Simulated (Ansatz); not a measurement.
## What a change does: geometry relaxation on TiAl

System: TiAl (P-6m2, 2 atoms in the cell).
Method of run A: Kohn-Sham DFT of a periodic cell, HSE03, Ansatz PAW, no spin polarisation (Ansatz 0.2.0).

The structure derives from a Materials Project entry. Text and figures count atoms from 1; the logs count them from 0 in places.

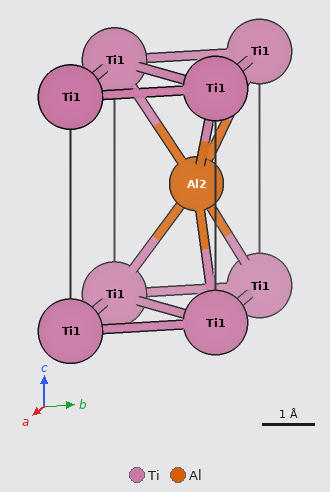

Fig. 1: The input geometry (ball-and-stick view of the cell of the calculation, seen slightly off an axis; atoms are numbered from 1 in the order of the input). An atom can appear more than once, as a periodic image. Near neighbours in the periodic cell (some may lie outside the picture): Ti has 6 Al at 2.87 Å and 6 Ti at 2.87 Å; Al has 6 Al at 2.87 Å and 6 Ti at 2.87 Å.

**Input, run A**
```yaml
crystal:
  lattice:
    - [2.8672622327, 0.0, 0.0]
    - [-1.4336311163, 2.4831219328, 0.0]
    - [0.0, 0.0, 4.678083]
  atoms:
    - { symbol: Ti, position: [0.0, 0.0, 0.0] }
    - { symbol: Al, position: [0.3333333333, 0.6666666667, 0.5] }
hamiltonian:
  xc: { exchange: pbe, correlation: pbe, exx: { coeff: 0.25, omega: 0.3 } }
  pseudopotentials: { kind: paw }
kpoints:
  mp_grid: { grid: [6, 6, 3] }
scf:
  occupations: { method: fermi_dirac, width: 0.05 }
output:
  forces: true
  stress: true
  eigenvalues: true
  write_density: true
  write_potential: true
  elf: true
  volumetric_format: npy
relax:
  f_tol: 0.01
  max_steps: 40
  cell: { stress_tol: 0.05 }
```

Hardware: 1 × NVIDIA H100 80GB HBM3, 2 threads of AMD EPYC (Zen 3), 144 GiB of memory available, shared host.

**Output, shortened to warnings, some set-up lines, iterations and results (run A)**
```
Basis set: ecut = 420 eV, 663 PW (Γ), exchange–correlation on 40×40×64 points (8 copies of the dense FFT grid, shifted against one another)
Symmetry: 12 space group operations
k-points: 14 of 108 (time reversal used)
Initial density: superposition of atomic densities (neutral atoms: chi_scale 0, normalization atom), corrected by the library's trained network
[...]
SCF iter   1: F=—  HF=-3037.675952 eV  |F-HF|=—  |Δ(HF+E_count)|=         —  Δρ=6.84e-3  dr2=2.78e-2  ethr=1.77e-3  ⟨swp⟩=5.4  Hψ=709  notcnv=0
SCF iter   2: F=—  HF=-3037.674271 eV  |F-HF|=—  |Δ(HF+E_count)|=   1.68e-3  Δρ=5.21e-3  dr2=1.85e-2  ethr=1.85e-4  ⟨swp⟩=2.1  Hψ=314  notcnv=0
SCF iter   3: F=—  HF=-3037.671897 eV  |F-HF|=—  |Δ(HF+E_count)|=   2.37e-3  Δρ=1.50e-3  dr2=1.67e-3  ethr=1.11e-5  ⟨swp⟩=2.3  Hψ=699  notcnv=0
SCF iter   4: F=—  HF=-3037.671589 eV  |F-HF|=—  |Δ(HF+E_count)|=   3.08e-4  Δρ=3.39e-4  dr2=2.42e-5  ethr=1.11e-5  ⟨swp⟩=2.0  Hψ=278  notcnv=0
SCF iter   5: F=—  HF=-3037.671603 eV  |F-HF|=—  |Δ(HF+E_count)|=   1.43e-5  Δρ=7.62e-5  dr2=3.51e-6  ethr=1.61e-7  ⟨swp⟩=4.4  Hψ=398  notcnv=0
[... 93 lines ...]
SCF 13 converged in 6 iterations: F = -3037.411114 eV  dr2 = 8.24e-12
SCF iter   1: F=—  HF=-3037.411114 eV  |F-HF|=—  |Δ(HF+E_count)|=         —  Δρ=1.56e-7  dr2=7.71e-12  ethr=2.93e-12  ⟨swp⟩=12.1  Hψ=719  notcnv=0
SCF iter   2: F=-3037.411114 eV  HF=-3037.411114 eV  |F-HF|=4.55e-13  |Δ(HF+E_count)|=  2.27e-12  Δρ=7.36e-8  dr2=1.57e-12  ethr=1.00e-12  ⟨swp⟩=2.0  Hψ=278  notcnv=0
SCF 14 converged in 2 iterations: F = -3037.411114 eV  dr2 = 1.57e-12
relax step   5: F+E_penalty+E_count = -3037.41111413 eV  Δ(F+E_penalty+E_count) = +2.578e-5 eV  max|allowed force component| = 2.313e-18 eV/Å  Δτ_max = 0.0000 Å  P = +0.014 …
basis re-selected at this cell: Δ(F+E_penalty+E_count) = +2.578e-5 eV, ΔP = -0.001 GPa vs the last step (what re-selecting the basis moved, of the pressure what is left beyond the Pulay correction that the steps carried, after the strain that the cell walked since its last selection, with what the …
hybrid SCF converged: 2 outer / 8 inner (+0 warm-up), last move |dexx| = 1.58e-12 eV, tail = 4.63e-12 eV
Stability not checked: this state was not tested for a lower state beside it, because the functional holds exact exchange (a hybrid, or Hartree-Fock), whose exchange loop this test does not read (fock_operator; see scf.lower_state_search)
Free energy (F): -3037.411114 eV
Frozen-core exchange: fock
Harris-Foulkes:  -3037.411114 eV  (|F-HF|=4.55e-13)
Internal energy: -3037.392303 eV  (E = F + TS)
E sigma→0 (E₀):  -3037.401709 eV
Entropy (-TS):   -0.018811 eV (-9.405 meV/atom)
Fermi energy:    10.441520 eV
--- Per-component energies (eV) ---
  E_band       = -200.119745
  E_kinetic    = 294.991733
  E_local      = -1136.311055  (includes V_loc(G=0)·N_el)
  E_nonlocal   = 15.280566
  E_hartree    = 487.339735
  E_xc         = -113.830413
  E_vxc        = -123.827431  (∫ρ·V_xc dr)
  E_exx        = -40.168008  (= α·E_x^exact, valence–valence)
  E_paw        = -1497.296987  (= ΣΔE_a)
  E_vpaw       = -144.597122  (= ΣTr[D̂ρ^β])
  E_aug_tail   = 0.000116  (compensation charges beyond the density's cutoff)
  E_ewald      = -1047.182305
  E_core_change = -0.215684  (= ΣΔE_core)
  E_smearing   = -0.018811  (= −TS)
  E_closure    = -0.000000  (closes the sum)
  Σ components = -3037.411114   (vs F -3037.411114, Δ=0.00e0)
--- Forces (eV/Å), atoms counted from 1 ---
  atom   1  Ti    -0.00000000    -0.00000000    -0.00000000
  atom   2  Al    -0.00000000    -0.00000000     0.00000000
  max |Σ_I F_I| component: 2.31e-17 eV/Å
--- Stress (GPa, compression-positive) ---
        0.023220      -0.000000       0.000000
       -0.000000       0.023220      -0.000000
        0.000000      -0.000000      -0.003917
  P = ⅓ Tr σ = 0.0142 GPa (0.142 kbar)
--- Relaxed structure (4 steps of the walk, 4 accepted, 1 SCFs on fresh bases) ---
  F+E_penalty+E_count = -3037.41111413 eV   max|allowed force component| = 2.313e-18 eV/Å   (the final SCF, on the basis selected at the relaxed cell)
  cell:  # Å, volume = 33.1592 Å³
[...]
```

Run B used a changed input.

**The two runs side by side**

| quantity | run A | run B |
| --- | --- | --- |
| outcome | converged | converged |
| free energy per atom (eV) | −1518.7056 | −1518.6878 |
| energy per atom, smearing taken to zero (eV) | −1518.7009 | −1518.6840 |
| gap on the mesh (eV) | 0.00 | 0.00 |
| pressure (GPa) | 0.01 | 0.01 |
| volume per atom (Å³) | 16.58 | 16.55 |
| largest force (eV/Å) | 0.000 | 0.000 |
| irreducible k-points | 14 | 14 |
| wall time (shared host) | 44 s | 45 s |

What was changed in the input?

The change (lines with − go, lines with + come):
```diff
-  xc: { exchange: pbe, correlation: pbe, exx: { coeff: 0.25, omega: 0.3 } }
+  xc: hse06
```

The total energies belong to different methods, so their difference says nothing on which is more stable or more accurate. The volume per atom goes from 16.58 to 16.55 Å³.

**Output, shortened to warnings, some set-up lines, iterations and results (run B)**
```
Basis set: ecut = 420 eV, 663 PW (Γ), exchange–correlation on 40×40×64 points (8 copies of the dense FFT grid, shifted against one another)
Symmetry: 12 space group operations
k-points: 14 of 108 (time reversal used)
Initial density: superposition of atomic densities (neutral atoms: chi_scale 0, normalization atom), corrected by the library's trained network
[...]
SCF iter   1: F=—  HF=-3037.675895 eV  |F-HF|=—  |Δ(HF+E_count)|=         —  Δρ=6.83e-3  dr2=2.77e-2  ethr=1.77e-3  ⟨swp⟩=5.4  Hψ=709  notcnv=0
SCF iter   2: F=—  HF=-3037.674216 eV  |F-HF|=—  |Δ(HF+E_count)|=   1.68e-3  Δρ=5.20e-3  dr2=1.85e-2  ethr=1.85e-4  ⟨swp⟩=2.1  Hψ=314  notcnv=0
SCF iter   3: F=—  HF=-3037.671848 eV  |F-HF|=—  |Δ(HF+E_count)|=   2.37e-3  Δρ=1.50e-3  dr2=1.66e-3  ethr=1.11e-5  ⟨swp⟩=2.3  Hψ=699  notcnv=0
SCF iter   4: F=—  HF=-3037.671540 eV  |F-HF|=—  |Δ(HF+E_count)|=   3.08e-4  Δρ=3.39e-4  dr2=2.42e-5  ethr=1.11e-5  ⟨swp⟩=2.0  Hψ=278  notcnv=0
SCF iter   5: F=—  HF=-3037.671555 eV  |F-HF|=—  |Δ(HF+E_count)|=   1.42e-5  Δρ=7.61e-5  dr2=3.51e-6  ethr=1.61e-7  ⟨swp⟩=4.4  Hψ=399  notcnv=0
[... 96 lines ...]
SCF 13 converged in 6 iterations: F = -3037.375692 eV  dr2 = 3.58e-12
SCF iter   1: F=—  HF=-3037.375692 eV  |F-HF|=—  |Δ(HF+E_count)|=         —  Δρ=1.50e-7  dr2=5.11e-12  ethr=2.68e-12  ⟨swp⟩=11.7  Hψ=715  notcnv=0
SCF iter   2: F=-3037.375692 eV  HF=-3037.375692 eV  |F-HF|=0.00e0  |Δ(HF+E_count)|=  9.09e-13  Δρ=6.89e-8  dr2=1.96e-12  ethr=1.00e-12  ⟨swp⟩=2.0  Hψ=278  notcnv=0
SCF 14 converged in 2 iterations: F = -3037.375692 eV  dr2 = 1.96e-12
relax step   5: F+E_penalty+E_count = -3037.37569193 eV  Δ(F+E_penalty+E_count) = +4.494e-5 eV  max|allowed force component| = 1.561e-17 eV/Å  Δτ_max = 0.0000 Å  P = +0.014 …
basis re-selected at this cell: Δ(F+E_penalty+E_count) = +4.494e-5 eV, ΔP = -0.001 GPa vs the last step (what re-selecting the basis moved, of the pressure what is left beyond the Pulay correction that the steps carried, after the strain that the cell walked since its last selection, with what the …
hybrid SCF converged: 2 outer / 8 inner (+0 warm-up), last move |dexx| = 2.25e-12 eV, tail = 5.43e-12 eV
Stability not checked: this state was not tested for a lower state beside it, because the functional holds exact exchange (a hybrid, or Hartree-Fock), whose exchange loop this test does not read (fock_operator; see scf.lower_state_search)
Free energy (F): -3037.375692 eV
Frozen-core exchange: fock
Harris-Foulkes:  -3037.375692 eV  (|F-HF|=0.00e0)
Internal energy: -3037.360479 eV  (E = F + TS)
E sigma→0 (E₀):  -3037.368085 eV
Entropy (-TS):   -0.015213 eV (-7.607 meV/atom)
Fermi energy:    10.446547 eV
--- Per-component energies (eV) ---
  E_band       = -202.435917
  E_kinetic    = 294.992634
  E_local      = -1134.854833  (includes V_loc(G=0)·N_el)
  E_nonlocal   = 15.120452
  E_hartree    = 486.674759
  E_xc         = -111.861108
  E_vxc        = -122.065293  (∫ρ·V_xc dr)
  E_exx        = -42.629491  (= α·E_x^exact, valence–valence)
  E_paw        = -1496.743726  (= ΣΔE_a)
  E_vpaw       = -143.719525  (= ΣTr[D̂ρ^β])
  E_aug_tail   = 0.000116  (compensation charges beyond the density's cutoff)
  E_ewald      = -1047.842495
  E_core_change = -0.216786  (= ΣΔE_core)
  E_smearing   = -0.015213  (= −TS)
  E_closure    = 0.000000  (closes the sum)
  Σ components = -3037.375692   (vs F -3037.375692, Δ=4.55e-13)
--- Forces (eV/Å), atoms counted from 1 ---
  atom   1  Ti     0.00000000     0.00000000    -0.00000000
  atom   2  Al     0.00000000     0.00000000    -0.00000000
  max |Σ_I F_I| component: 4.28e-17 eV/Å
--- Stress (GPa, compression-positive) ---
        0.023616       0.000000      -0.000000
        0.000000       0.023616      -0.000000
       -0.000000      -0.000000      -0.005732
  P = ⅓ Tr σ = 0.0138 GPa (0.138 kbar)
--- Relaxed structure (4 steps of the walk, 4 accepted, 1 SCFs on fresh bases) ---
  F+E_penalty+E_count = -3037.37569193 eV   max|allowed force component| = 1.561e-17 eV/Å   (the final SCF, on the basis selected at the relaxed cell)
  cell:  # Å, volume = 33.0985 Å³
[...]
```
